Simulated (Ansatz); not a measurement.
**Run report: TaN, geometry relaxation (part 2 of 2)**

TaN (slab, 10 atoms in the cell); DFT PBE, scalar-relativistic, plane waves, PAW, no spin polarisation (Ansatz 0.2.0); cutoff 420 eV, 12×12×1 k-mesh, Gaussian smearing of 0.1 eV. The structure derives from an entry of the Crystallography Open Database. It belongs to a series of runs on one base structure; here: (1 0 0) slab, atoms relaxed.

Geometry of the input (Å; fractional positions):
```
2.8978  0.0000  0.0000
0.0000  2.9502  0.0000
0.0000  0.0000  26.0714
N  0.0000  0.5000  0.2877
Ta 0.5000  0.0000  0.3203
N  0.0000  0.0000  0.3857
Ta 0.5000  0.5000  0.4183
N  0.0000  0.5000  0.4837
Ta 0.5000  0.0000  0.5163
N  0.0000  0.0000  0.5817
Ta 0.5000  0.5000  0.6143
N  0.0000  0.5000  0.6797
Ta 0.5000  0.0000  0.7123
```

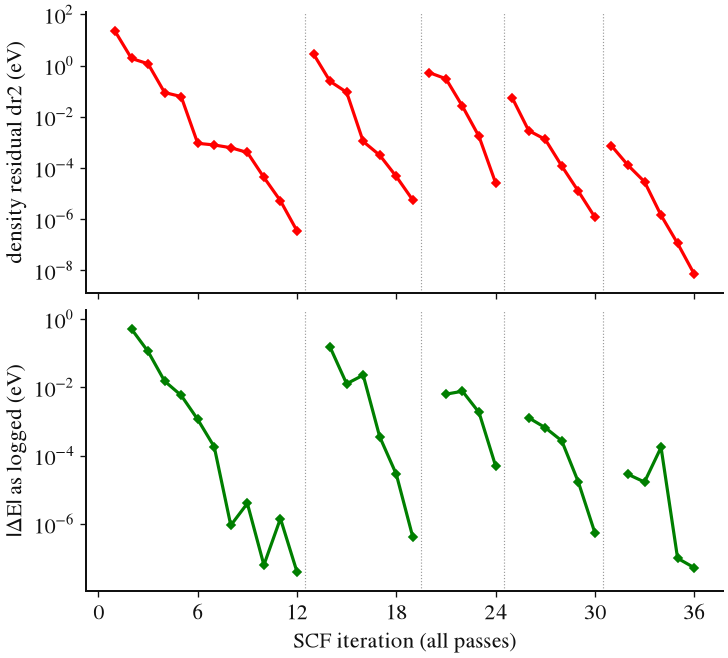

*Convergence of the self-consistent field: density residual dr2 and size of the energy change against the SCF iteration. The dotted lines part the SCF passes of the relaxation: geometry steps, rejected trials and re-solves on a re-selected basis.*

The 5 passes take 5 to 12 iterations each, 36 in all.

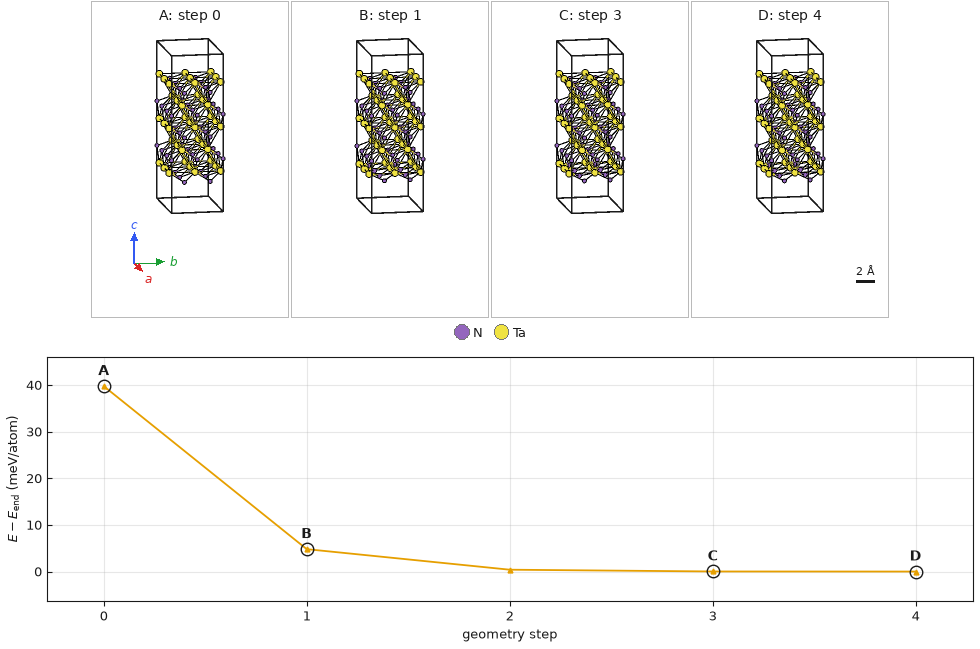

*Frames of the relaxation (ball-and-stick view of the 3 × 2 repeat of the cell, with the vacuum cut short, seen slightly off an axis) above the curves, on which the letters mark them (the first geometry is step 0 here and step 1 in the log).*

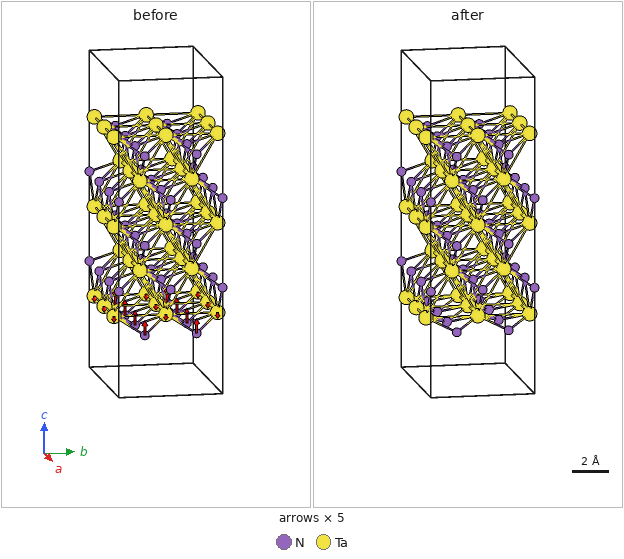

*Before (left) and after (right) the relaxation, at one scale (ball-and-stick view of the 3 × 2 repeat of the cell, with the vacuum cut short, seen slightly off an axis). The red arrows give the displacements, magnified 5 times.*

The atom that moves furthest is N1 (0.18 Å). Largest moves by element: N 0.18 Å, Ta 0.08 Å. The cell doesn't change. Distances before and after: N1–Ta2 2.236 → 2.151 Å, Ta2–N3 2.236 → 2.290 Å, Ta2–Ta4 2.950 → 2.998 Å, Ta8–N9 2.236 → 2.219 Å. Among the angles that change: Ta2–N1–Ta2 135.2° → 147.9°, Ta2–N1–Ta2 82.5° → 86.6°, Ta2–N1–Ta2 80.8° → 84.7°. Over 4 geometry steps the energy falls by 39.8 meV per atom. The largest force component goes from 3.3 to 0.0025 eV/Å. (Atoms are counted from 1 in the order of the input.)

```
SCF converged after 6 iterations
Free energy (F): -51589.761162 eV
Harris-Foulkes:  -51589.761162 eV  (|F-HF|=1.65e-8)
Internal energy: -51589.741282 eV  (E = F + TS)
E sigma→0 (E₀):  -51589.751222 eV
Entropy (-TS):   -0.019880 eV (-1.988 meV/atom)
Fermi energy:    6.965617 eV
Dipole field:    D = -0.006361 V/Å  (p = -0.007835 e·Å, saw-weighted, corrected)
Work function:   Φ+ = 5.3825 eV   Φ− = 5.2167 eV
Levels:          The Fermi level and band energies are counted from a zero that moves with the ramp; work functions are not
--- Per-component energies (eV) ---
  E_band       = -1410.975439
  E_kinetic    = 2483.447515
  E_local      = -101590.819608  (includes V_loc(G=0)·N_el)
  E_nonlocal   = 297.706776
  E_hartree    = 49731.919085
  E_xc         = -1394.197461
  E_vxc        = -1404.343100  (∫ρ·V_xc dr)
  E_paw        = -42619.260999  (= ΣΔE_a)
  E_vpaw       = -660.898527  (= ΣTr[D̂ρ^β])
  E_aug_tail   = 0.001098  (compensation charges beyond the density's cutoff)
  E_efield     = 0.000025  (sawtooth field / dipole correction)
  E_vefield    = 0.101859  (∫n·V_field dr)
  E_ewald      = 41501.462286
  E_smearing   = -0.019880  (= −TS)
  E_closure    = -0.000000  (closes the sum)
  Σ components = -51589.761162   (vs F -51589.761162, Δ=0.00e0)
--- Forces (eV/Å), atoms counted from 1 ---
  atom   1  N      0.00000000     0.00000000    -0.00085814
  atom   2  Ta     0.00000000     0.00000000     0.00205059
  atom   3  N      0.00000000     0.00000000    -0.00247696
  atom   4  Ta     0.00000000     0.00000000    -0.00091548
  atom   5  N      0.00000000     0.00000000     0.00173949
  atom   6  Ta     0.00000000     0.00000000    -0.00017733
  atom   7  N      0.00000000     0.00000000     0.00089487
  atom   8  Ta     0.00000000     0.00000000    -0.00061205
  atom   9  N      0.00000000     0.00000000    -0.00075162
  atom  10  Ta     0.00000000     0.00000000     0.00109314
  max |Σ_I F_I| component: 1.35e-5 eV/Å
--- Band table (eV; the first three rows and the last of 49) ---
  k-point 0: bands = ["-61.4125", "-61.3370", "-61.2001", "-61.1881", "-61.0134", "-28.2949", "-28.0753", "-27.8913", "-27.7217", "-27.6579", "-27.6458", "-27.5920", "-27.5881", "-27.5006", "-27.4279", "-27.3794", "-27.3719", "-27.3444", "-27.3056", "-27.2054", "-10.2190", "-9.6864", "-9.0620", "-8.4920", "-7.6908", "-0.6851", "0.0810", "1.0652", "2.0937", "2.2757", "2.8207", "2.8854", "3.2326", "3.3177", "3.4248", "3.4995", "3.7572", "3.8701", "3.9694", "4.0937", "4.1132", "4.2335", "4.4472", "5.1738", "5.5773", "5.8820", "9.6956", "9.7675", "9.8785", "10.2581", "10.5306", "10.5593", "10.6102", "10.7279", "10.7702"]
  k-point 1: bands = ["-61.4098", "-61.3347", "-61.1976", "-61.1857", "-61.0112", "-28.2807", "-28.0675", "-27.9005", "-27.7675", "-27.6573", "-27.6520", "-27.6288", "-27.5844", "-27.4962", "-27.4726", "-27.4102", "-27.3663", "-27.3597", "-27.3019", "-27.2492", "-10.1210", "-9.5977", "-8.9849", "-8.4286", "-7.5999", "-0.6218", "0.0946", "1.0042", "1.9443", "2.2716", "2.5191", "2.7881", "3.1170", "3.2980", "3.3718", "3.4239", "3.4942", "3.8500", "3.9786", "3.9906", "4.2698", "4.5513", "4.6840", "5.3313", "5.4095", "6.0732", "9.4456", "9.4984", "9.7982", "9.9755", "10.1039", "10.2121", "10.3798", "10.5861", "10.6344"]
  k-point 2: bands = ["-61.4024", "-61.3286", "-61.1908", "-61.1792", "-61.0051", "-28.2456", "-28.0530", "-27.9492", "-27.8710", "-27.7167", "-27.7141", "-27.6355", "-27.5744", "-27.5618", "-27.5237", "-27.4843", "-27.3953", "-27.3506", "-27.3444", "-27.2922", "-9.8461", "-9.3519", "-8.7767", "-8.2631", "-7.3465", "-0.4638", "0.0856", "0.7674", "1.4152", "1.8570", "2.2509", "2.6884", "2.7206", "3.0762", "3.1727", "3.2125", "3.6710", "3.7105", "3.8421", "4.0495", "4.4584", "4.7413", "5.0943", "5.4518", "5.9938", "6.4893", "8.9301", "9.0073", "9.1167", "9.5491", "9.6224", "9.6638", "10.0372", "10.1256", "10.5422"]
  k-point 48: bands = ["-61.3283", "-61.2587", "-61.1186", "-61.1072", "-60.9353", "-28.3198", "-28.2932", "-28.2691", "-28.2360", "-28.1984", "-28.0601", "-28.0445", "-28.0202", "-27.9289", "-27.8938", "-27.7322", "-27.6819", "-27.6670", "-27.4909", "-27.3863", "-8.5745", "-8.4559", "-8.3510", "-8.0516", "-7.2593", "0.0245", "0.0268", "0.1150", "0.1414", "0.3727", "0.6363", "0.7258", "1.0323", "1.7434", "1.9822", "2.6487", "2.7700", "2.7720", "3.3446", "5.2950", "5.8768", "6.3963", "6.6900", "6.7408", "8.4833", "8.5057", "10.2996", "10.6057", "11.0604", "11.1541", "11.1863", "11.3366", "12.2045", "12.4149", "12.4249"]
--- Relaxed structure (5 steps of the walk, 5 accepted, 0 SCFs on fresh bases) ---
  F+E_penalty+E_count = -51589.76116231 eV   max|allowed force component| = 2.476e-3 eV/Å
  atoms:
    - { symbol: N, position: [0.0, 0.5, 0.29448731451559973] }
    - { symbol: Ta, position: [0.5, 0.0, 0.31729858018423285] }
    - { symbol: N, position: [0.0, 0.0, 0.38529646738903844] }
    - { symbol: Ta, position: [0.5, 0.5, 0.41740528654870696] }
    - { symbol: N, position: [0.0, 0.5, 0.48330087746762856] }
    - { symbol: Ta, position: [0.5, 0.0, 0.5156938007888429] }
    - { symbol: N, position: [0.0, 0.0, 0.5814086358802515] }
    - { symbol: Ta, position: [0.5, 0.5, 0.6143147188199628] }
    - { symbol: N, position: [0.0, 0.5, 0.6787720296844854] }
    - { symbol: Ta, position: [0.5, 0.0, 0.7120222887212497] }
```

## Trajectory as extended XYZ (Å, eV, eV/Å), 5 frames, from step=1 to step=5
```
10
Lattice="2.8978 0.0000 0.0000 0.0000 2.9502 0.0000 0.0000 0.0000 26.0714" Properties=species:S:1:pos:R:3:forces:R:3 step=1 energy=-51589.36351
N     0.0000    1.4751    7.5000    0.0000   0.0000   2.9001
Ta    1.4489    0.0000    8.3516    0.0000   0.0000  -3.3485
N     0.0000    0.0000   10.0549    0.0000   0.0000   0.0935
Ta    1.4489    1.4751   10.9066    0.0000   0.0000   0.1868
N     0.0000    1.4751   12.6099    0.0000   0.0000   0.1352
Ta    1.4489    0.0000   13.4615    0.0000   0.0000  -0.1299
N     0.0000    0.0000   15.1648    0.0000   0.0000   0.0206
Ta    1.4489    1.4751   16.0164    0.0000   0.0000   0.3138
N     0.0000    1.4751   17.7197    0.0000   0.0000  -0.2534
Ta    1.4489    0.0000   18.5714    0.0000   0.0000   0.0818
10
Lattice="2.8978 0.0000 0.0000 0.0000 2.9502 0.0000 0.0000 0.0000 26.0714" Properties=species:S:1:pos:R:3:forces:R:3 step=2 energy=-51589.71310
N     0.0000    1.4751    7.6949    0.0000   0.0000  -0.7748
Ta    1.4489    0.0000    8.2262    0.0000   0.0000   1.0124
N     0.0000    0.0000    9.9958    0.0000   0.0000   0.5879
Ta    1.4489    1.4751   10.8888    0.0000   0.0000  -0.6795
N     0.0000    1.4751   12.6057    0.0000   0.0000  -0.0459
Ta    1.4489    0.0000   13.4552    0.0000   0.0000  -0.0629
N     0.0000    0.0000   15.1677    0.0000   0.0000   0.0280
Ta    1.4489    1.4751   16.0302    0.0000   0.0000  -0.0216
N     0.0000    1.4751   17.7154    0.0000   0.0000  -0.0804
Ta    1.4489    0.0000   18.5771    0.0000   0.0000   0.0374
10
Lattice="2.8978 0.0000 0.0000 0.0000 2.9502 0.0000 0.0000 0.0000 26.0714" Properties=species:S:1:pos:R:3:forces:R:3 step=3 energy=-51589.75718
N     0.0000    1.4751    7.7006    0.0000   0.0000  -0.0987
Ta    1.4489    0.0000    8.2920    0.0000   0.0000  -0.2192
N     0.0000    0.0000   10.0423    0.0000   0.0000   0.1409
Ta    1.4489    1.4751   10.8816    0.0000   0.0000   0.0719
N     0.0000    1.4751   12.5924    0.0000   0.0000   0.0610
Ta    1.4489    0.0000   13.4379    0.0000   0.0000   0.0390
N     0.0000    0.0000   15.1496    0.0000   0.0000   0.0288
Ta    1.4489    1.4751   16.0090    0.0000   0.0000   0.0188
N     0.0000    1.4751   17.6938    0.0000   0.0000  -0.0518
Ta    1.4489    0.0000   18.5577    0.0000   0.0000   0.0076
10
Lattice="2.8978 0.0000 0.0000 0.0000 2.9502 0.0000 0.0000 0.0000 26.0714" Properties=species:S:1:pos:R:3:forces:R:3 step=4 energy=-51589.76099
N     0.0000    1.4751    7.6736    0.0000   0.0000   0.0314
Ta    1.4489    0.0000    8.2701    0.0000   0.0000   0.0301
N     0.0000    0.0000   10.0468    0.0000   0.0000  -0.0278
Ta    1.4489    1.4751   10.8842    0.0000   0.0000  -0.0539
N     0.0000    1.4751   12.6006    0.0000   0.0000   0.0129
Ta    1.4489    0.0000   13.4457    0.0000   0.0000  -0.0001
N     0.0000    0.0000   15.1585    0.0000   0.0000   0.0038
Ta    1.4489    1.4751   16.0164    0.0000   0.0000   0.0046
N     0.0000    1.4751   17.6972    0.0000   0.0000  -0.0038
Ta    1.4489    0.0000   18.5638    0.0000   0.0000   0.0025
10
Lattice="2.8978 0.0000 0.0000 0.0000 2.9502 0.0000 0.0000 0.0000 26.0714" Properties=species:S:1:pos:R:3:forces:R:3 step=5 energy=-51589.76116
N     0.0000    1.4751    7.6777    0.0000   0.0000  -0.0009
Ta    1.4489    0.0000    8.2724    0.0000   0.0000   0.0021
N     0.0000    0.0000   10.0452    0.0000   0.0000  -0.0025
Ta    1.4489    1.4751   10.8823    0.0000   0.0000  -0.0009
N     0.0000    1.4751   12.6003    0.0000   0.0000   0.0017
Ta    1.4489    0.0000   13.4449    0.0000   0.0000  -0.0002
N     0.0000    0.0000   15.1581    0.0000   0.0000   0.0009
Ta    1.4489    1.4751   16.0160    0.0000   0.0000  -0.0006
N     0.0000    1.4751   17.6965    0.0000   0.0000  -0.0008
Ta    1.4489    0.0000   18.5634    0.0000   0.0000   0.0011
```

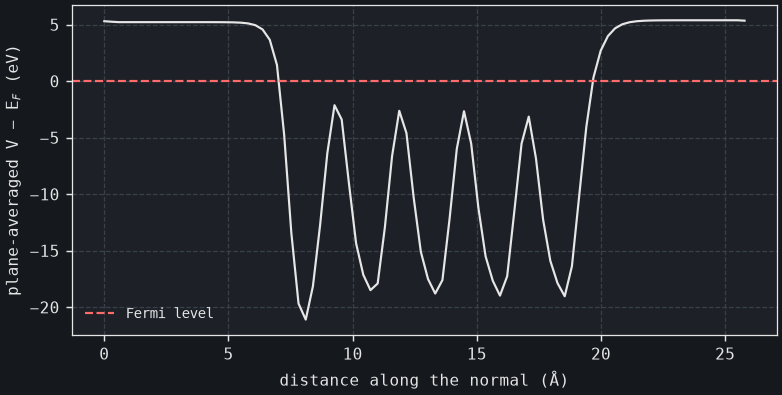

*Plane average of the electrostatic potential energy of an electron across the cell, from the Fermi level.*

The vacuum level lies 5.38 eV above the Fermi level on the upper side and 5.22 eV on the lower.

## Key numbers

| quantity | value |
| --- | --- |
| outcome | converged |
| electrons treated | 90 |
| free energy | −51589.7612 eV |
| work function, top face | 5.38 eV |
| work function, bottom face | 5.22 eV |
| Fermi energy | 6.966 eV |
| gap on the k-point mesh | none (metallic) |
| final volume | 222.88 Å³ |
| work function (upper face) | 5.38 eV |
| largest force (length of the vector) at the end | 0.002 eV/Å |
| hardware | 1 thread of Intel Xeon @ 2.50GHz (Skylake/Cascade Lake), 189 GiB of memory available, shared host |
| wall time | 9.1 min |
| peak memory | 0.73 GiB |

## Notes

Spin–orbit coupling is left out, which matters for Ta.
